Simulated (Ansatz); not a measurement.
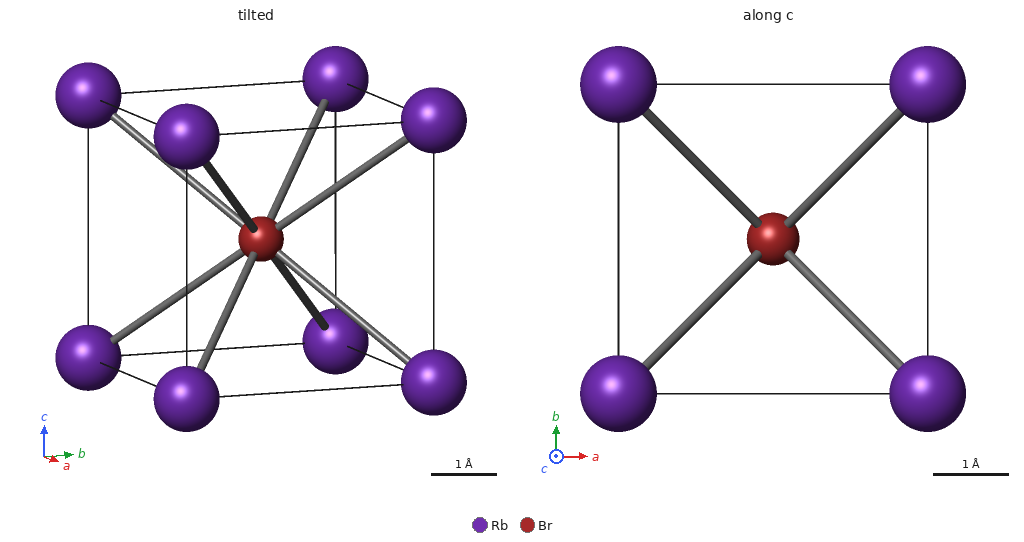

RbBr, caesium chloride (CsCl, B2) type, space group Pm-3m (No. 221), a = 4.126 Å, b = 4.126 Å, c = 4.126 Å, α = 90.00°, β = 90.00°, γ = 90.00°. The structure above is drawn in ball-and-stick style and viewed slightly off an axis and along the c axis. The conventional unit cell is drawn as a box. The cell is a structure listed in the Materials Project. It needn't be the stable form of this composition.

One fixed geometry was run with a growing share of exact exchange in a hybrid functional, screened with ω = 0.2 Å⁻¹. Alike in all runs: Ansatz 0.2.0; functional HSE06 form with a typed share of exact exchange; potentials Ansatz PAW; cutoff 420 eV; k mesh 4 × 4 × 4 on the run's cell of 2 atoms; occupations fermi-dirac, width 0.05 eV; no spin polarisation; no spin-orbit coupling.

| share of exact exchange | gap (eV) | pressure (GPa) |
| --- | --- | --- |
| 0.05 | 4.32 | 0.8 |
| 0.10 | 4.56 | 0.7 |
| 0.15 | 4.80 | 0.6 |
| 0.20 | ? | ? |
| 0.25 | 5.28 | 0.5 |
| 0.30 | 5.53 | 0.4 |

Fit a straight line to the gaps given and fill in the missing row.

The line is gap = 4.07 eV + 4.86 eV × share, which gives 5.04 eV at 0.20. The run gave 5.04 eV and a pressure of 0.5 GPa.

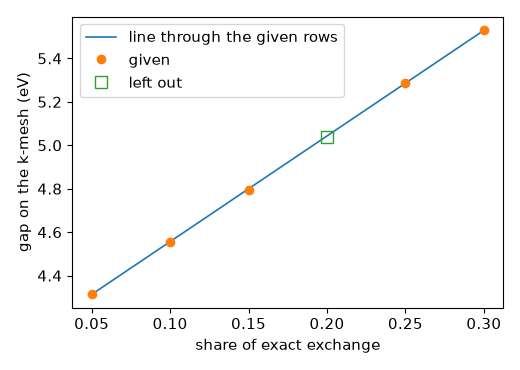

Gap against the share of exact exchange. Gaps are the least found on the k-mesh, which can miss the band edges.

Caveat: the PAW data sets were made with another functional, which shifts forces and pressure a little.
